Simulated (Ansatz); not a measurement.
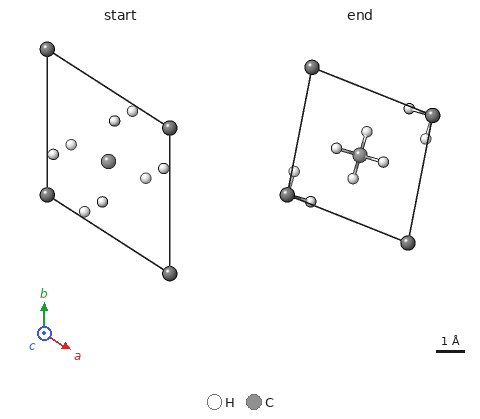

The structure of solid H4C (built on the Sn4Ir-68 type type) before (left) and after (right) a relaxation, at one scale.

The picture is a ball-and-stick view of the cell of the calculation, seen along the c axis.

Level of theory: DFT, PBEsol, plane waves, PAW (Ansatz). Set-up: plane-wave cutoff 420 eV; k-point mesh 6 × 6 × 4; occupations fermi dirac; smearing width 0.03 eV; no spin polarisation; cell and atoms relaxed; force threshold 0.01 eV/Å; at most 120 steps.

Question: What changed between the two?

Answer: Over 34 accepted moves (39 points after the start) the energy falls by 27.696 eV per cell of the calculation. The largest force component goes from 0.85 to 0.0036 eV/Å. The pressure goes from −20.13 to 0.01 GPa. At 5 points the geometry stayed and the basis and grid were re-selected for the new cell (energy shift of 18.9 meV per cell of the calculation at most each time). The largest moves relative to the cell, 1.41 Å, are those of H atoms. C stays in place. The volume changes by +4.8 %, with a = b 5.341 → 4.764 Å (−10.8 %), c 5.079 → 5.726 Å (+12.7 %), γ 122.7° → 100.8°. Among the contacts that change: C–H 2.226 → 1.098 Å. New bonds form, among them: C–H (2.23 → 1.10 Å). The space group stays Ccce (No. 68). The run took 51 s on 4 threads of Arm Neoverse V1, with other jobs on the host, peak memory 0.43 GiB.

Limits of the set-up: layers or molecules are held without a dispersion correction, so their spacing is unreliable.
